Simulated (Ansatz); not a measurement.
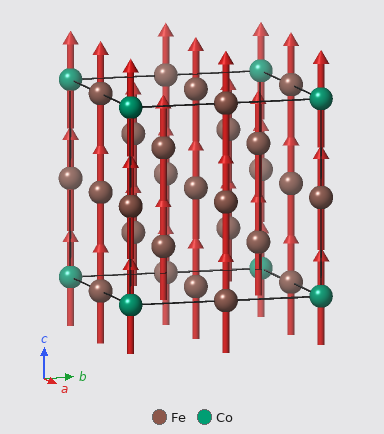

We look at a spheres-only model of the crystal slightly off an axis. Atoms at the boundary of the simulation cell (the box) are drawn once for each face, edge or corner they touch. Arrows are the site magnetic moments above 0.25 μB; longer means larger, and red and blue are up and down (without spin-orbit coupling the axis itself is arbitrary).

This is the state reached for Fe₁₅Co. Setup: DFT PBEsol, scalar-relativistic, plane waves, PAW (Ansatz 0.2.0); a 420 eV plane-wave basis, k-point mesh 6×6×6, Gaussian smearing of 0.1 eV, collinear spins.

What order do the moments form, and how large are they?

Answer. Ferromagnetic (within this cell). Site moments: 15 Fe +1.9 to +2.1 μB and 1 Co +1.7 μB. The net spin moment of the whole cell is 32.4 μB, including what lies between the atoms and on sites without an arrow.

The initial geometry was a structure listed in the Materials Project. The cell was then strained or its atoms displaced on purpose. The atoms were relaxed in a fixed cell with DFT PBEsol, scalar-relativistic, plane waves, PAW in Ansatz.

At this level of theory the run's own cell isn't at rest (compressed, at 16 GPa), so its distances can differ from those at equilibrium, the more so the softer the solid, and its magnetic state may change on relaxation.
